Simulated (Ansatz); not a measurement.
# Run report: ZnSe, geometry relaxation (part 2 of 2)

Continued. System: ZnSe (slab, 6 atoms in the cell). Method: DFT PBEsol, scalar-relativistic, plane waves, PAW, no spin polarisation (Ansatz 0.2.0); cutoff 420 eV, 7×7×1 k-mesh, Gaussian smearing of 0.05 eV. The structure derives from an entry of the Crystallography Open Database. The input holds or restrains some coordinates. Forces given for the steps count only the free coordinates. It belongs to a series of runs on one base structure; here: clean slab, lower half held.

Geometry of the input (Å; fractional positions):
```
3.9833  0.0000  0.0000
0.0000  3.9833  0.0000
0.0000  0.0000  24.0415
Se 0.0000  0.5000  0.3536
Zn 0.5000  0.5000  0.4121
Se 0.5000  0.0000  0.4707
Zn 0.0000  0.0000  0.5293
Se 0.0000  0.5000  0.5879
Zn 0.5000  0.5000  0.6464
```

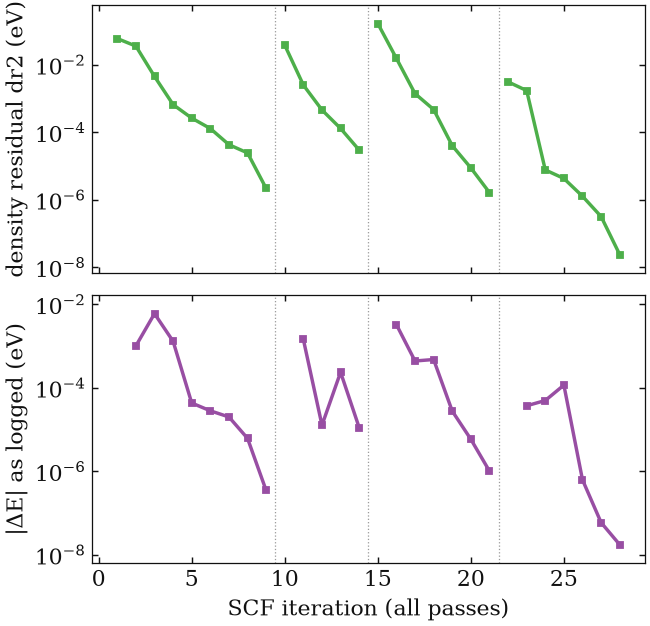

Fig. 1: Convergence of the self-consistent field: density residual dr2 and size of the energy change against the SCF iteration. The dotted lines part the SCF passes of the relaxation: geometry steps, rejected trials and re-solves on a re-selected basis. The passes take 9, 5, 7 and 7 iterations.

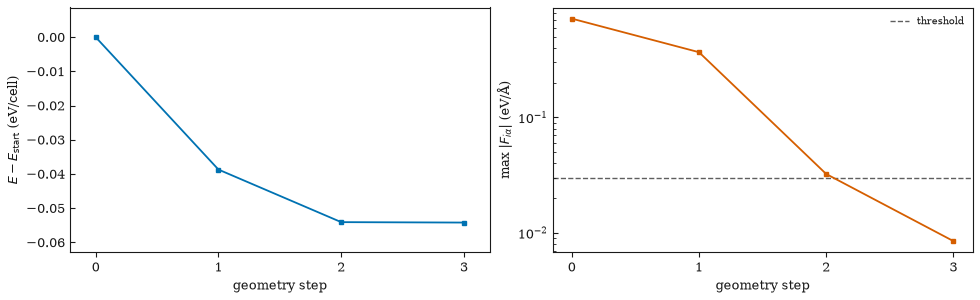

Fig. 2: Progress of the restrained relaxation, step by step (the first geometry is step 0 here and step 1 in the log).

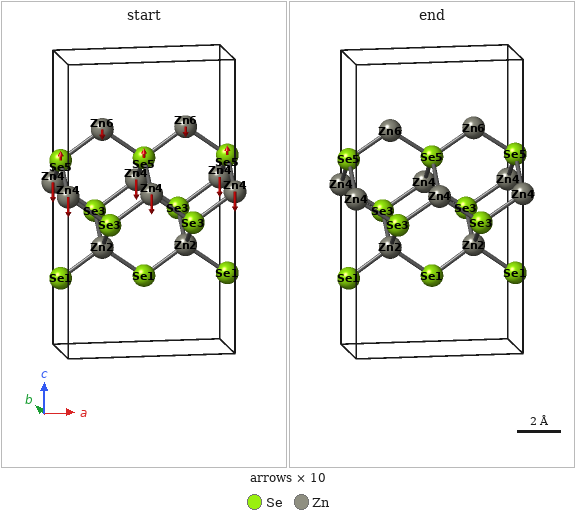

Fig. 3: Before (left) and after (right) the restrained relaxation, at one scale (ball-and-stick view of the 2 × 1 repeat of the cell, with the vacuum cut short, seen slightly off an axis). The red arrows give the displacements, magnified 10 times. The atom that moves furthest is Zn4 (0.097 Å). By element the largest moves are Zn 0.097 Å, Se 0.045 Å. The lattice vectors keep their values. Among the contacts that change: Zn4–Se5 2.439 → 2.524 Å, Se3–Zn4 2.439 → 2.385 Å, Se5–Zn6 2.439 → 2.385 Å. Among the angles that change: Se5–Zn4–Se5 109.5° → 104.2°, Zn4–Se5–Zn4 109.5° → 104.2°, Se3–Zn4–Se3 109.5° → 113.3°. Over 3 geometry steps the energy falls by 54.2 meV per cell of the calculation. Largest force component: 0.72 eV/Å at the start, 0.0085 eV/Å at the end. (Atoms are counted from 1 in the order of the input.)

```
SCF converged after 7 iterations
Free energy (F): -26115.969762 eV
Harris-Foulkes:  -26115.969762 eV  (|F-HF|=2.11e-8)
Internal energy: -26115.966499 eV  (E = F + TS)
E sigma→0 (E₀):  -26115.968131 eV
Entropy (-TS):   -0.003264 eV (-0.544 meV/atom)
Fermi energy:    -0.686839 eV
Dipole field:    D = 0.104460 V/Å  (p = 0.220207 e·Å, saw-weighted, corrected)
Work function:   Φ+ = 3.9328 eV   Φ− = 6.4442 eV
Levels:          The Fermi level and band energies are counted from a zero that moves with the ramp; work functions are not
--- Per-component energies (eV) ---
  E_band       = -1825.626047
  E_kinetic    = 746.363359
  E_local      = -81766.335421  (includes V_loc(G=0)·N_el)
  E_nonlocal   = 67.507479
  E_hartree    = 40053.276879
  E_xc         = -713.580232
  E_vxc        = -447.022148  (∫ρ·V_xc dr)
  E_paw        = -10975.357991  (= ΣΔE_a)
  E_vpaw       = -533.676242  (= ΣTr[D̂ρ^β])
  E_aug_tail   = -0.002853  (compensation charges beyond the density's cutoff)
  E_efield     = 0.011501  (sawtooth field / dipole correction)
  E_vefield    = 1.015556  (∫n·V_field dr)
  E_ewald      = 26466.733363
  E_core_change = 5.417416  (= ΣΔE_core)
  E_smearing   = -0.003264  (= −TS)
  E_closure    = 0.000000  (closes the sum)
  Σ components = -26115.969762   (vs F -26115.969762, Δ=0.00e0)
--- Forces (eV/Å), atoms counted from 1 ---
  atom   1  Se     0.00000000     0.00000000     0.50557685
  atom   2  Zn     0.00000000     0.00000000    -0.95243197
  atom   3  Se     0.00000000     0.00000000     0.44503762
  atom   4  Zn     0.00000000     0.00000000     0.00848685
  atom   5  Se     0.00000000     0.00000000     0.00148845
  atom   6  Zn     0.00000000     0.00000000    -0.00814026
  max |Σ_I F_I| component: 1.75e-5 eV/Å
--- Band table (eV; the first three rows and the last of 16) ---
  k-point 0: bands = ["-49.0954", "-49.0939", "-49.0672", "-49.0460", "-49.0450", "-48.3218", "-48.3216", "-48.3061", "-48.3023", "-48.2981", "-47.3661", "-47.3416", "-47.3113", "-47.2222", "-47.2165", "-15.0163", "-14.2188", "-12.4607", "-8.6007", "-8.5598", "-8.3173", "-8.3075", "-8.2564", "-8.1539", "-8.0860", "-8.0777", "-7.9751", "-7.8452", "-7.1972", "-7.1123", "-7.0529", "-6.9027", "-6.8189", "-5.9223", "-4.2114", "-3.6495", "-3.4421", "-2.5766", "-2.3379", "-2.1436", "-0.9675", "-0.6901", "-0.4005", "1.1979", "1.6610", "2.1048", "2.6938", "3.3192", "3.6590", "4.2583", "4.6293"]
  k-point 1: bands = ["-49.0954", "-49.0939", "-49.0672", "-49.0460", "-49.0450", "-48.3218", "-48.3216", "-48.3061", "-48.3023", "-48.2980", "-47.3661", "-47.3416", "-47.3114", "-47.2222", "-47.2165", "-14.9546", "-14.1764", "-12.4347", "-8.5986", "-8.5466", "-8.3279", "-8.2944", "-8.2612", "-8.1522", "-8.1006", "-8.0374", "-7.9542", "-7.8533", "-7.1867", "-7.0727", "-7.0500", "-6.8990", "-6.8304", "-5.8739", "-4.6847", "-3.5606", "-3.5555", "-3.2946", "-2.5347", "-1.5300", "-1.0625", "-0.9701", "-0.5140", "1.4440", "1.7580", "2.7361", "3.0043", "3.4554", "3.5153", "4.2632", "4.7833"]
  k-point 2: bands = ["-49.0954", "-49.0938", "-49.0672", "-49.0461", "-49.0449", "-48.3217", "-48.3216", "-48.3061", "-48.3023", "-48.2979", "-47.3660", "-47.3417", "-47.3114", "-47.2222", "-47.2165", "-14.8061", "-14.0799", "-12.3767", "-8.5939", "-8.5214", "-8.3464", "-8.2717", "-8.2693", "-8.1484", "-8.0938", "-7.9714", "-7.8996", "-7.8709", "-7.1403", "-7.0436", "-6.9832", "-6.8963", "-6.8555", "-5.9445", "-5.4309", "-4.4837", "-3.4600", "-3.3205", "-2.4488", "-1.6314", "-1.3215", "-0.9862", "-0.6335", "1.3000", "1.8820", "2.6997", "3.0202", "3.9218", "4.4287", "4.9818", "5.1764"]
  k-point 15: bands = ["-49.0955", "-49.0937", "-49.0672", "-49.0461", "-49.0446", "-48.3217", "-48.3214", "-48.3062", "-48.3024", "-48.2978", "-47.3658", "-47.3417", "-47.3114", "-47.2223", "-47.2163", "-14.3767", "-13.7088", "-12.0304", "-8.4865", "-8.4200", "-8.2979", "-8.2884", "-8.2574", "-8.0473", "-8.0330", "-7.9179", "-7.8208", "-7.7923", "-7.0740", "-6.9955", "-6.9410", "-6.8261", "-6.7378", "-6.2900", "-6.1357", "-5.4984", "-4.4817", "-4.2053", "-3.7015", "-3.0202", "-1.7617", "-1.7271", "-0.2637", "0.3638", "2.2961", "2.5537", "3.6828", "3.7444", "4.5737", "5.2071", "5.7850"]
--- Relaxed structure (4 steps of the walk, 4 accepted, 0 SCFs on fresh bases) ---
  F+E_penalty+E_count = -26115.96976239 eV   max|allowed force component| = 8.487e-3 eV/Å
  atoms:
    - { symbol: Se, position: [0.0, 0.5, 0.3535553021999999] }
    - { symbol: Zn, position: [0.5, 0.5, 0.41213318129999993] }
    - { symbol: Se, position: [0.5, 0.0, 0.47071106039999994] }
    - { symbol: Zn, position: [0.0, 0.0, 0.5252682516222525] }
    - { symbol: Se, position: [0.0, 0.5, 0.5897382203407967] }
    - { symbol: Zn, position: [0.5, 0.5, 0.6443238838255554] }
```

Trajectory as extended XYZ (Å, eV, eV/Å), 4 frames, from step=1 to step=4:
```
6
Lattice="3.9833 0.0000 0.0000 0.0000 3.9833 0.0000 0.0000 0.0000 24.0415" Properties=species:S:1:pos:R:3:forces:R:3 step=1 energy=-26115.91556
Se    0.0000    1.9916    8.5000    0.0000   0.0000   0.4466
Zn    1.9916    1.9916    9.9083    0.0000   0.0000  -0.7992
Se    1.9916    0.0000   11.3166    0.0000   0.0000   0.6907
Zn    0.0000    0.0000   12.7249    0.0000   0.0000  -0.7166
Se    0.0000    1.9916   14.1332    0.0000   0.0000   0.6203
Zn    1.9916    1.9916   15.5415    0.0000   0.0000  -0.2420
6
Lattice="3.9833 0.0000 0.0000 0.0000 3.9833 0.0000 0.0000 0.0000 24.0415" Properties=species:S:1:pos:R:3:forces:R:3 step=2 energy=-26115.95427
Se    0.0000    1.9916    8.5000    0.0000   0.0000   0.4723
Zn    1.9916    1.9916    9.9083    0.0000   0.0000  -0.8722
Se    1.9916    0.0000   11.3166    0.0000   0.0000   0.5342
Zn    0.0000    0.0000   12.6709    0.0000   0.0000  -0.3399
Se    0.0000    1.9916   14.1414    0.0000   0.0000   0.3669
Zn    1.9916    1.9916   15.5107    0.0000   0.0000  -0.1613
6
Lattice="3.9833 0.0000 0.0000 0.0000 3.9833 0.0000 0.0000 0.0000 24.0415" Properties=species:S:1:pos:R:3:forces:R:3 step=3 energy=-26115.96964
Se    0.0000    1.9916    8.5000    0.0000   0.0000   0.5075
Zn    1.9916    1.9916    9.9083    0.0000   0.0000  -0.9548
Se    1.9916    0.0000   11.3166    0.0000   0.0000   0.4569
Zn    0.0000    0.0000   12.6302    0.0000   0.0000  -0.0168
Se    0.0000    1.9916   14.1777    0.0000   0.0000  -0.0252
Zn    1.9916    1.9916   15.4808    0.0000   0.0000   0.0324
6
Lattice="3.9833 0.0000 0.0000 0.0000 3.9833 0.0000 0.0000 0.0000 24.0415" Properties=species:S:1:pos:R:3:forces:R:3 step=4 energy=-26115.96976
Se    0.0000    1.9916    8.5000    0.0000   0.0000   0.5056
Zn    1.9916    1.9916    9.9083    0.0000   0.0000  -0.9524
Se    1.9916    0.0000   11.3166    0.0000   0.0000   0.4450
Zn    0.0000    0.0000   12.6282    0.0000   0.0000   0.0085
Se    0.0000    1.9916   14.1782    0.0000   0.0000   0.0015
Zn    1.9916    1.9916   15.4905    0.0000   0.0000  -0.0081
```

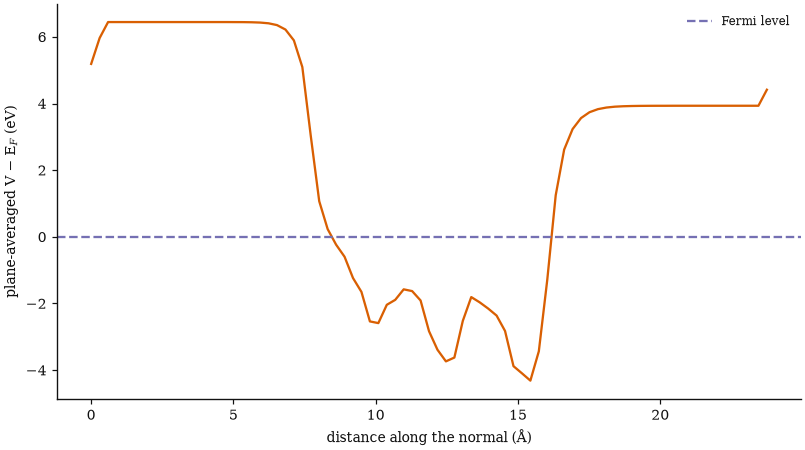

Fig. 4: Plane average of the electrostatic potential energy of an electron across the cell, from the Fermi level. The vacuum level lies 3.93 eV above the Fermi level on the upper side and 6.44 eV on the lower.

Summary:

| quantity | value |
| --- | --- |
| outcome | converged under the restraints of the input |
| electrons treated | 84 |
| free energy | −26115.9698 eV |
| work function, top face | 3.93 eV |
| work function, bottom face | 6.44 eV |
| Fermi energy | −0.687 eV |
| gap on the k-point mesh | 0.04 eV |
| final volume | 381.45 Å³ |
| work function (upper face) | 3.93 eV |
| largest force (length of the vector) at the end, held atoms and coordinates included | 0.952 eV/Å |
| hardware | 2 threads of AMD EPYC (Zen 5), 16 GiB of memory available, shared host |
| wall time | 23 s (CPU time 44 s) |
| peak memory | 0.76 GiB |
